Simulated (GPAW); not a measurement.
**Conductance along a series: a Sb chain with one bond drawn out**

Aim: how the conductance and the thermopower change along a series of junctions, a Sb chain with one bond drawn out.

Method: GPAW LCAO, PAW setups; Landauer transmission from Green's functions with principal layers (ASE), zero bias, in GPAW 26.7.0.

## Step 1: Set-up

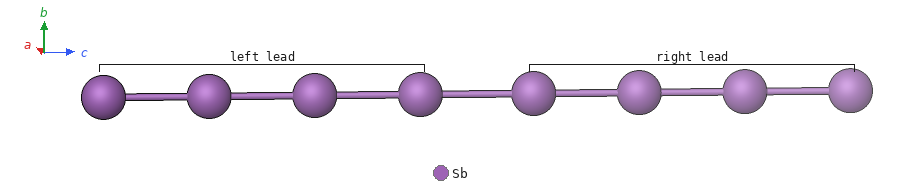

The starting structure, seen from the side, with the c axis across the page (antimony purple).

The cell holds 8 atoms: 8 Sb. Cell: a = 9.000 Å, b = 9.000 Å, c = 22.200 Å, α = 90.0°, β = 90.0°, γ = 90.0°. Regions: left lead, 4 atoms (4 Sb); right lead, 4 atoms (4 Sb). Vacuum lies along a and b. The structure is stacked along c, and the current runs across the ab planes.

## Step 2: Junction, stretch 0.2 Å

The structure changes from member to member while basis and functional stay, so that the trend is less open to errors of the level than any single value.

Contents of run.py:

```python
import json
import numpy as np
from ase import Atoms
from ase.transport.calculators import TransportCalculator
from gpaw import GPAW, FermiDirac
from gpaw.lcao.tools import get_lcao_hamiltonian
from scipy.linalg import eigh

# The junction with lead layers at both ends, along the third cell vector
device = Atoms(
    ['Sb', 'Sb', 'Sb', 'Sb', 'Sb', 'Sb', 'Sb', 'Sb'],
    positions=[
        [4.50000, 4.50000, 1.37500],
        [4.50000, 4.50000, 4.12500],
        [4.50000, 4.50000, 6.87500],
        [4.50000, 4.50000, 9.62500],
        [4.50000, 4.50000, 12.57500],
        [4.50000, 4.50000, 15.32500],
        [4.50000, 4.50000, 18.07500],
        [4.50000, 4.50000, 20.82500]],
    cell=[[9.0, 0.0, 0.0], [0.0, 9.0, 0.0], [0.0, 0.0, 22.2]],
    pbc=True)

# One principal layer of the lead: the first 2 atoms of the device
lead = Atoms(
    ['Sb', 'Sb'],
    positions=[
        [4.50000, 4.50000, 1.37500],
        [4.50000, 4.50000, 4.12500]],
    cell=[[9.0, 0.0, 0.0], [0.0, 9.0, 0.0], [0.0, 0.0, 5.5]],
    pbc=True)

settings = dict(mode='lcao', basis='dzp', xc='RPBE', h=0.2,
                occupations=FermiDirac(0.1), maxiter=250,
                mixer=dict(beta=0.1, nmaxold=8, weight=100.0),
                convergence=dict(density=0.0001))
energies = np.arange(-2, 2 + 1e-9, 0.05)
eta = 0.0001
n1, n2 = 1, 1
# k and -k transmit alike, so half of the mesh across the current serves
mesh = [(i, j) for i in range(n1) for j in range(n2) if (i, j) <= (-i % n1, -j % n2)]
weights = np.array([1 if (i, j) == (-i % n1, -j % n2) else 2 for i, j in mesh]) / (n1 * n2)

# [... helper functions left out ...]
fermi_lead = ground_state(lead, (1, 1, 20), 'lead.txt')
fermi_device = ground_state(device, (1, 1, 4), 'device.txt')
# [... loop over the mesh left out, but for ...]
        # Shift the lead onto the potential of the device's first layer
        shift = ((H[:, 0, 0] - H0[:, 0, 0]) / S0[0, 0]).real.mean()
# [...]
kT = 8.617333e-5 * 77
bias = [0.1, 0.2, 0.5, 1.0, 1.5, 2.0]
# [... integrals and printing left out ...]
```

The run is started by

```
$ OMP_NUM_THREADS=1 OPENBLAS_NUM_THREADS=1 python run.py
```

The log of the run:

```text
basis functions: device 184, principal layer 46
Fermi level: lead -3.0809 eV, device -3.0904 eV; lead shifted by -0.0235 eV
largest coupling past the next layer 7.85e-05 eV, largest misfit of the first layer 0.021 eV
  E-E_F (eV)   T (one spin)  [channel counts left out]
    -2.000    9.6769e-01
    -1.950    9.6806e-01
    -1.900    9.6842e-01
    -1.850    9.6878e-01
    -1.800    9.6913e-01
    -1.750    9.6947e-01
    -1.700    9.6981e-01
    -1.650    9.7014e-01
    -1.600    1.1481e+00
    -1.550    1.6522e+00
    -1.500    2.0151e+00
    -1.450    2.2388e+00
    -1.400    2.3726e+00
    -1.350    2.4551e+00
    -1.300    2.5093e+00
    -1.250    2.5481e+00
[...]
1.650    2.7377e+00
     1.700    2.7139e+00
     1.750    2.6814e+00
     1.800    2.6331e+00
     1.850    2.5518e+00
     1.900    2.3795e+00
     1.950    1.7486e+00
     2.000    9.7336e-01
conductance at 77 K: 2.8722 G0 a cell; thermopower -0.02175 uV/K
current from the zero-bias T(E) at 0.1 V: 22.253 uA
current from the zero-bias T(E) at 0.2 V: 44.504 uA
current from the zero-bias T(E) at 0.5 V: 111.21 uA
current from the zero-bias T(E) at 1.0 V: 222.05 uA
current from the zero-bias T(E) at 1.5 V: 331.94 uA
current from the zero-bias T(E) at 2.0 V: 440.12 uA
```

Elapsed: 20 s, on 1 thread of Arm Neoverse V2, shared host; peak memory 0.76 GiB.

Numbers from this step:

```yaml
conductance: 2.872 G₀
largest_coupling_past_the_next_principal_layer: 7.85e-5 eV
largest_misfit_of_the_first_principal_layer: 0.02071 eV
shift_that_aligns_the_lead: -0.02349 eV
basis_functions_of_the_junction: 184
basis_functions_of_a_principal_layer: 46
transmission_at_the_fermi_level_one_spin: 2.872
```

One spin. Transmission, zone mean against energy, zero at the Fermi level:

```tsv
energy (eV)	transmission, zone mean
-2.0000	0.968
-1.7500	0.969
-1.5000	2.02
-1.2500	2.55
-1.0000	2.67
-0.7500	2.77
-0.5000	2.83
-0.2500	2.86
0.0000	2.87
0.2500	2.88
0.3500	2.88
0.5000	2.88
0.7500	2.87
1.0000	2.85
1.2500	2.83
1.5000	2.78
1.7500	2.68
2.0000	0.973
```

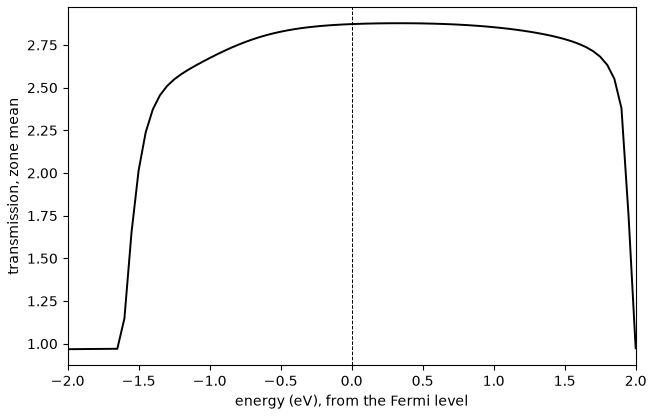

Transmission, zone mean against energy.

Not self-consistent under bias; the bias window is split evenly. Table of current through one cell, from the zero-bias transmission by bias:

```tsv
bias (V)	current through one cell, from the zero-bias transmission (μA)
0.100	22.3
0.200	44.5
0.500	111
1.000	222
1.500	332
2.000	440
```

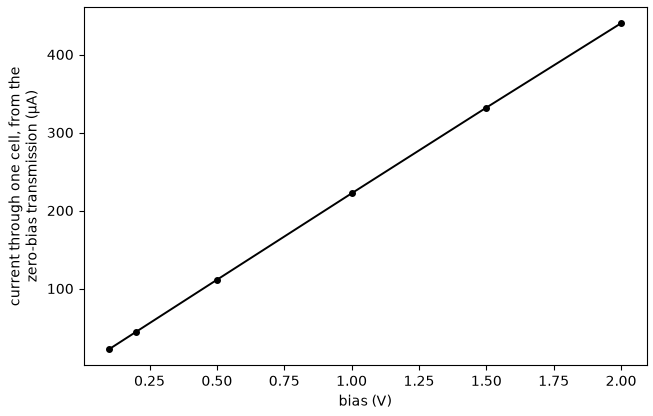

Current through one cell, from the zero-bias transmission, plotted against bias.

Table of transmission of the three most open eigenchannels by energy, zero at the Fermi level:

```tsv
energy (eV)	channel 1	channel 2	channel 3
-2.000	0.968	2.7e-11	0
-1.800	0.969	2.7e-11	1.7e-12
-1.600	0.970	0.0888	0.0888
-1.400	0.972	0.700	0.700
-1.200	0.973	0.803	0.803
-1.000	0.974	0.850	0.850
-0.800	0.974	0.888	0.888
-0.600	0.975	0.916	0.916
-0.400	0.975	0.934	0.934
-0.200	0.976	0.943	0.943
0.000	0.976	0.948	0.948
0.200	0.976	0.951	0.951
0.400	0.975	0.951	0.951
0.600	0.975	0.950	0.950
0.800	0.975	0.946	0.946
1.000	0.975	0.940	0.940
1.200	0.974	0.930	0.930
1.400	0.974	0.915	0.915
1.600	0.974	0.891	0.891
1.800	0.973	0.830	0.830
2.000	0.973	6.0e-8	6.0e-8
```

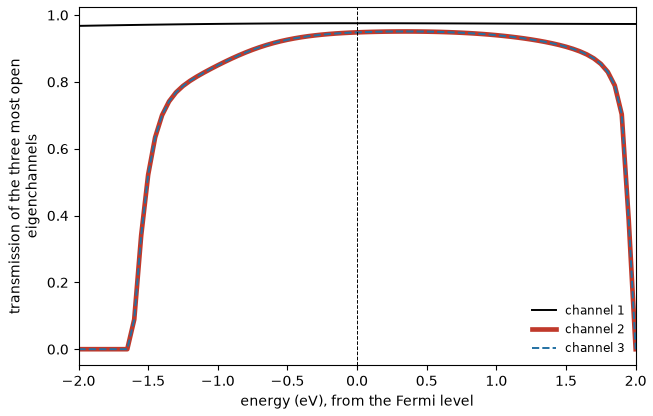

Transmission of the three most open eigenchannels, plotted against energy.

Couplings past the next layer reach 7.8e-5 eV, small enough to drop; the matrix elements of the cell's first layer differ from the bulk lead's by up to 0.021 eV. That layer keeps its own values in the calculation, and only beyond it is the lead taken as perfect. The Fermi levels of lead and junction count from different zeros of potential, one for each periodic cell; with both set to zero, the small remaining shift is what aligns them. By hand: G = 2.872 × 77.48 μS = 223 μS, a resistance of 4.49 kΩ; at 0.1 V a linear junction would pass 22.3 μA, and the integral over the bias window gives 22.3 μA.

## Step 3: Junction: stretch = 0.5

The cell differs from the one that the last finished run ended in (c 22.200 → 22.500 Å).

Edit run.py of step 2 so:

```diff
@@ -16,7 +16,7 @@
         [4.50000, 4.50000, 9.62500],
-        [4.50000, 4.50000, 12.57500],
-        [4.50000, 4.50000, 15.32500],
-        [4.50000, 4.50000, 18.07500],
-        [4.50000, 4.50000, 20.82500]],
-    cell=[[9.0, 0.0, 0.0], [0.0, 9.0, 0.0], [0.0, 0.0, 22.2]],
+        [4.50000, 4.50000, 12.87500],
+        [4.50000, 4.50000, 15.62500],
+        [4.50000, 4.50000, 18.37500],
+        [4.50000, 4.50000, 21.12500]],
+    cell=[[9.0, 0.0, 0.0], [0.0, 9.0, 0.0], [0.0, 0.0, 22.5]],
     pbc=True)
```

The log of the run:

```text
basis functions: device 184, principal layer 46
Fermi level: lead -3.0809 eV, device -3.1007 eV; lead shifted by -0.0180 eV
largest coupling past the next layer 7.85e-05 eV, largest misfit of the first layer 0.034 eV
  E-E_F (eV)   T (one spin)  [channel counts left out]
    -2.000    8.0002e-01
    -1.950    8.0206e-01
    -1.900    8.0407e-01
    -1.850    8.0604e-01
    -1.800    8.0797e-01
    -1.750    8.0987e-01
    -1.700    8.1173e-01
    -1.650    8.1356e-01
    -1.600    8.3709e-01
    -1.550    9.5017e-01
    -1.500    1.0740e+00
    -1.450    1.1916e+00
    -1.400    1.2937e+00
    -1.350    1.3782e+00
    -1.300    1.4472e+00
    -1.250    1.5043e+00
[...]
1.650    1.8649e+00
     1.700    1.8012e+00
     1.750    1.7219e+00
     1.800    1.6204e+00
     1.850    1.4855e+00
     1.900    1.2970e+00
     1.950    1.0149e+00
     2.000    8.5038e-01
conductance at 77 K: 2.2826 G0 a cell; thermopower -0.1303 uV/K
current from the zero-bias T(E) at 0.1 V: 17.683 uA
current from the zero-bias T(E) at 0.2 V: 35.35 uA
current from the zero-bias T(E) at 0.5 V: 88.102 uA
current from the zero-bias T(E) at 1.0 V: 174.29 uA
current from the zero-bias T(E) at 1.5 V: 256.94 uA
current from the zero-bias T(E) at 2.0 V: 335.11 uA
```

Run time: 21 s. Hardware: 1 thread; peak memory 0.76 GiB.

This step gave:

```
conductance                                 : 2.283 G₀
largest misfit of the first principal layer : 0.03410 eV
shift that aligns the lead                  : -0.01797 eV
transmission at the Fermi level (one spin)  : 2.283
```

One spin. Transmission, zone mean against energy, zero at the Fermi level:

```tsv
energy (eV)	transmission, zone mean
-2.000	0.800
-1.800	0.808
-1.600	0.837
-1.400	1.29
-1.200	1.55
-1.000	1.71
-0.800	1.87
-0.600	2.02
-0.400	2.14
-0.200	2.23
0.000	2.28
0.200	2.30
0.250	2.30
0.400	2.29
0.600	2.27
0.800	2.24
1.000	2.20
1.200	2.14
1.400	2.06
1.600	1.92
1.800	1.62
2.000	0.850
```

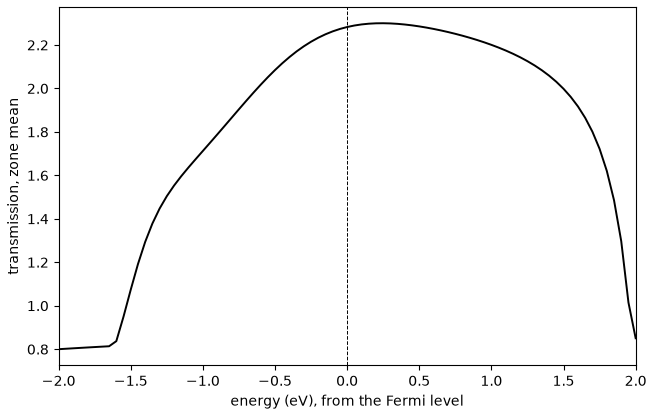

Transmission, zone mean, plotted against energy.

Not self-consistent under bias; the bias window is split evenly. Current through one cell, from the zero-bias transmission against bias:

```tsv
bias (V)	current through one cell, from the zero-bias transmission (μA)
0.100	17.7
0.200	35.4
0.500	88.1
1.000	174
1.500	257
2.000	335
```

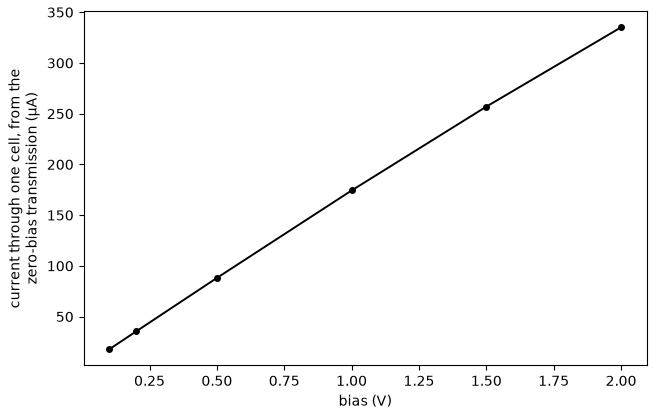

Current through one cell, from the zero-bias transmission against bias.

The transmission of the three most open eigenchannels by energy, zero at the Fermi level:

```tsv
energy (eV)	channel 1	channel 2	channel 3
-2.000	0.800	2.7e-11	0
-1.500	0.819	0.128	0.128
-1.000	0.834	0.439	0.439
-0.500	0.844	0.620	0.620
0.000	0.850	0.716	0.716
0.500	0.852	0.717	0.717
1.000	0.852	0.675	0.675
1.500	0.851	0.574	0.574
2.000	0.850	2.2e-8	2.2e-8
```

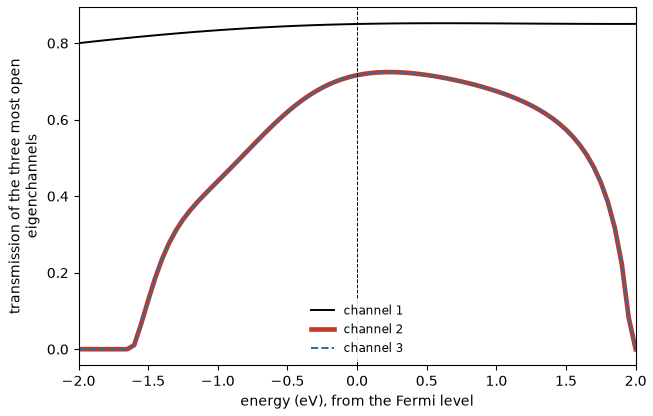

Transmission of the three most open eigenchannels against energy.

The conductance, 2.28 G₀, lies 21 % below that of the member before.

## Step 4: Member of the series: stretch = 0.8

The cell differs from the one that the last finished run ended in (c 22.500 → 22.800 Å).

Edit run.py of step 3 so:

```diff
@@ -16,7 +16,7 @@
         [4.50000, 4.50000, 9.62500],
-        [4.50000, 4.50000, 12.87500],
-        [4.50000, 4.50000, 15.62500],
-        [4.50000, 4.50000, 18.37500],
-        [4.50000, 4.50000, 21.12500]],
-    cell=[[9.0, 0.0, 0.0], [0.0, 9.0, 0.0], [0.0, 0.0, 22.5]],
+        [4.50000, 4.50000, 13.17500],
+        [4.50000, 4.50000, 15.92500],
+        [4.50000, 4.50000, 18.67500],
+        [4.50000, 4.50000, 21.42500]],
+    cell=[[9.0, 0.0, 0.0], [0.0, 9.0, 0.0], [0.0, 0.0, 22.8]],
     pbc=True)
```

The log of the run:

```text
basis functions: device 184, principal layer 46
Fermi level: lead -3.0809 eV, device -3.1024 eV; lead shifted by -0.0306 eV
largest coupling past the next layer 7.85e-05 eV, largest misfit of the first layer 0.049 eV
  E-E_F (eV)   T (one spin)  [channel counts left out]
    -2.000    5.5007e-01
    -1.950    5.5382e-01
    -1.900    5.5753e-01
[...]
1.950    7.0048e-01
     2.000    6.7780e-01
conductance at 77 K: 1.5202 G0 a cell; thermopower -0.2711 uV/K
current from the zero-bias T(E) at 0.1 V: 11.775 uA
current from the zero-bias T(E) at 0.2 V: 23.532 uA
current from the zero-bias T(E) at 0.5 V: 58.507 uA
current from the zero-bias T(E) at 1.0 V: 114.86 uA
current from the zero-bias T(E) at 1.5 V: 167.64 uA
current from the zero-bias T(E) at 2.0 V: 216.53 uA
```

Wall time 21 s (1 thread); peak memory 0.77 GiB.

One spin. Table of transmission, zone mean by energy, zero at the Fermi level:

```tsv
energy (eV)	transmission, zone mean
-2.0000	0.550
-1.7500	0.568
-1.5000	0.677
-1.2500	0.876
-1.0000	0.992
-0.7500	1.13
-0.5000	1.29
-0.2500	1.43
0.0000	1.52
0.2500	1.55
0.5000	1.53
0.7500	1.49
1.0000	1.44
1.2500	1.36
1.5000	1.24
1.7500	1.05
2.0000	0.678
```

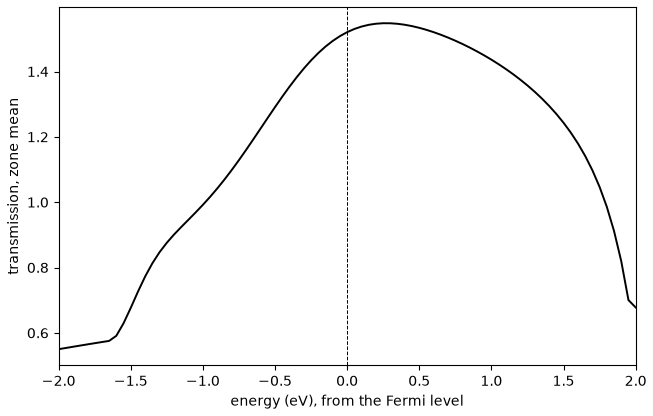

Transmission, zone mean, plotted against energy.

The conductance, 1.52 G₀, lies 33 % below that of the member before.

## Step 5: Member of the series: stretch = 1.2

The cell differs from the one that the last finished run ended in (c 22.800 → 23.200 Å).

Edit run.py of step 4 so:

```diff
@@ -16,7 +16,7 @@
         [4.50000, 4.50000, 9.62500],
-        [4.50000, 4.50000, 13.17500],
-        [4.50000, 4.50000, 15.92500],
-        [4.50000, 4.50000, 18.67500],
-        [4.50000, 4.50000, 21.42500]],
-    cell=[[9.0, 0.0, 0.0], [0.0, 9.0, 0.0], [0.0, 0.0, 22.8]],
+        [4.50000, 4.50000, 13.57500],
+        [4.50000, 4.50000, 16.32500],
+        [4.50000, 4.50000, 19.07500],
+        [4.50000, 4.50000, 21.82500]],
+    cell=[[9.0, 0.0, 0.0], [0.0, 9.0, 0.0], [0.0, 0.0, 23.2]],
     pbc=True)
```

The log of the run:

```text
basis functions: device 184, principal layer 46
Fermi level: lead -3.0809 eV, device -3.1066 eV; lead shifted by -0.0416 eV
largest coupling past the next layer 7.85e-05 eV, largest misfit of the first layer 0.062 eV
  E-E_F (eV)   T (one spin)  [channel counts left out]
    -2.000    2.6190e-01
    -1.950    2.6553e-01
    -1.900    2.6917e-01
[...]
1.950    4.4961e-01
     2.000    4.5158e-01
conductance at 77 K: 0.73358 G0 a cell; thermopower -0.4274 uV/K
current from the zero-bias T(E) at 0.1 V: 5.6817 uA
current from the zero-bias T(E) at 0.2 V: 11.353 uA
current from the zero-bias T(E) at 0.5 V: 28.198 uA
current from the zero-bias T(E) at 1.0 V: 55.206 uA
current from the zero-bias T(E) at 1.5 V: 80.38 uA
current from the zero-bias T(E) at 2.0 V: 103.69 uA
```

Wall time 21 s (1 thread); peak memory 0.77 GiB.

The conductance, 0.734 G₀, lies 52 % below that of the member before.

## Step 6: Junction: stretch = 1.6

The cell differs from the one that the last finished run ended in (c 23.200 → 23.600 Å).

Edit run.py of step 5 so:

```diff
@@ -16,7 +16,7 @@
         [4.50000, 4.50000, 9.62500],
-        [4.50000, 4.50000, 13.57500],
-        [4.50000, 4.50000, 16.32500],
-        [4.50000, 4.50000, 19.07500],
-        [4.50000, 4.50000, 21.82500]],
-    cell=[[9.0, 0.0, 0.0], [0.0, 9.0, 0.0], [0.0, 0.0, 23.2]],
+        [4.50000, 4.50000, 13.97500],
+        [4.50000, 4.50000, 16.72500],
+        [4.50000, 4.50000, 19.47500],
+        [4.50000, 4.50000, 22.22500]],
+    cell=[[9.0, 0.0, 0.0], [0.0, 9.0, 0.0], [0.0, 0.0, 23.6]],
     pbc=True)
@@ -45,3 +45,3 @@
 fermi_lead = ground_state(lead, (1, 1, 20), 'lead.txt')
-fermi_device = ground_state(device, (1, 1, 4), 'device.txt')
+fermi_device = ground_state(device, (1, 1, 3), 'device.txt')
 # [... loop over the mesh left out, but for ...]
```

The log of the run:

```text
basis functions: device 184, principal layer 46
Fermi level: lead -3.0809 eV, device -3.1156 eV; lead shifted by -0.0457 eV
largest coupling past the next layer 7.85e-05 eV, largest misfit of the first layer 0.067 eV
  E-E_F (eV)   T (one spin)  [channel counts left out]
    -2.000    1.0318e-01
    -1.950    1.0528e-01
    -1.900    1.0739e-01
[...]
1.950    2.6892e-01
     2.000    2.7141e-01
conductance at 77 K: 0.31111 G0 a cell; thermopower -0.5508 uV/K
current from the zero-bias T(E) at 0.1 V: 2.4097 uA
current from the zero-bias T(E) at 0.2 V: 4.8152 uA
current from the zero-bias T(E) at 0.5 V: 11.967 uA
current from the zero-bias T(E) at 1.0 V: 23.483 uA
current from the zero-bias T(E) at 1.5 V: 34.323 uA
current from the zero-bias T(E) at 2.0 V: 44.497 uA
```

It took 20 s on 1 thread; peak memory 0.79 GiB.

One spin. The transmission, zone mean by energy, zero at the Fermi level:

```tsv
energy (eV)	transmission, zone mean
-2.0000	0.103
-1.7500	0.114
-1.5000	0.133
-1.2500	0.162
-1.0000	0.183
-0.7500	0.210
-0.5000	0.245
-0.2500	0.282
0.0000	0.311
0.2500	0.327
0.5000	0.333
0.5500	0.333
0.7500	0.332
1.0000	0.327
1.2500	0.320
1.5000	0.310
1.7500	0.295
2.0000	0.271
```

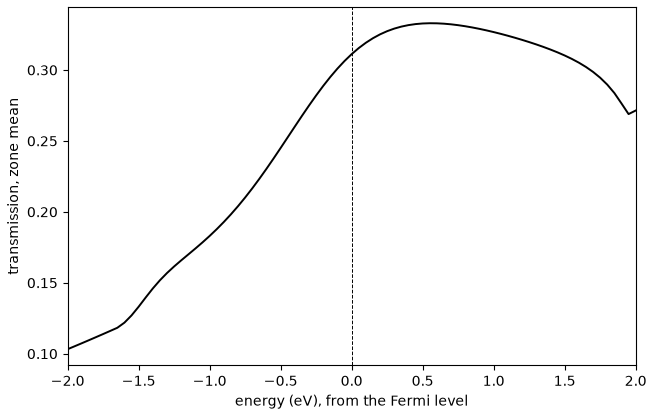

Transmission, zone mean against energy.

The conductance, 0.311 G₀, lies 58 % below that of the member before.

(Part 1 of 2 ends here.)

[Logs are printed without paths, hosts, clocks, repeated set-up lines and the standing remarks that a program may print on its own settings, such as how far it seeks lower states.]

[Hosts, paths, dates, database ids (printed as entryN), source tags and the programs' standing remarks are cut or masked in the printed files.]
